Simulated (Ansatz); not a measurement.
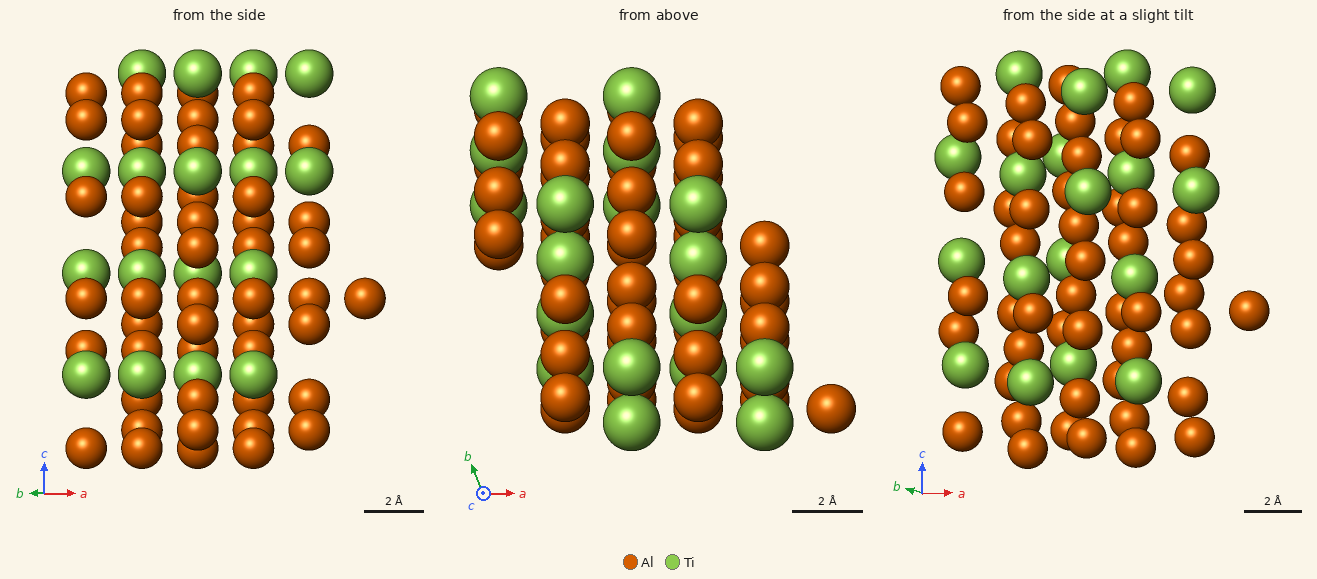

A spheres-only picture of a periodic slab, seen from the side, from above and from the side at a slight tilt. The surface normal points up in side views; the vacuum is left out. 2×2 cells are drawn in the plane, with atoms at the edges repeated.

The cell holds 4 Ti, 12 Al. The slab was cut from bulk TiAl3 (I4/mmm).

Give the termination of both faces.

Answer. The top face ends in Ti, the bottom face in Al. The faces differ, so the slab can carry a dipole.

How thick is it?

Answer. About 13 Å from the lowest to the highest atom.

On which plane does the slab lie?

Answer. (1 0 1).

Theory: Ansatz, DFT r2SCAN, scalar-relativistic, plane waves, PAW. Numerical settings: a kinetic-energy cutoff of 500 eV, k-point mesh 10×8×1, Gaussian smearing of 0.1 eV, no spin polarisation.

State the work functions.

Answer. 3.03 eV at the top and 4.62 eV at the bottom.

Its origin is a structure listed in the Materials Project, from which a slab was cut. The atoms were relaxed in a fixed cell with Ansatz, DFT r2SCAN, scalar-relativistic, plane waves, PAW.
